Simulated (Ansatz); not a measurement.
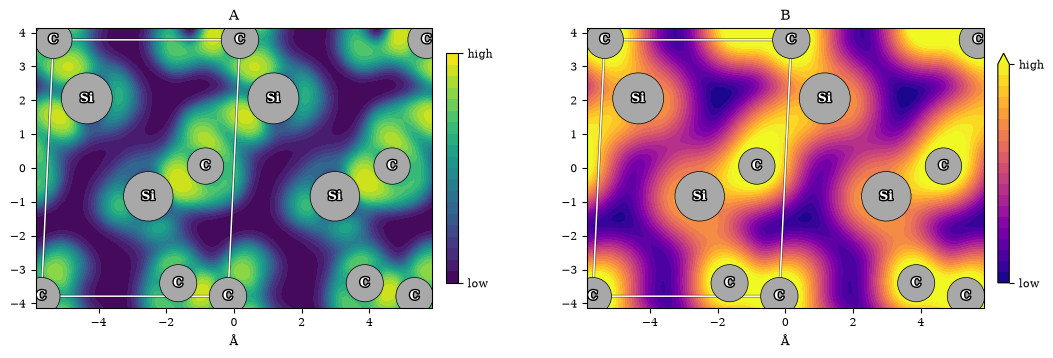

Si4C11 (amorphous cell): 2 fields on the (110) plane of the calculation cell, with unlabelled colour scales. Grey discs cover the atomic cores.

Level of theory: DFT PBE, scalar-relativistic, plane waves, PAW in Ansatz.

> The panels show electron localisation function and valence pseudo-density in some order. Assign them.

Panel A: electron localisation function. Panel B: valence pseudo-density.
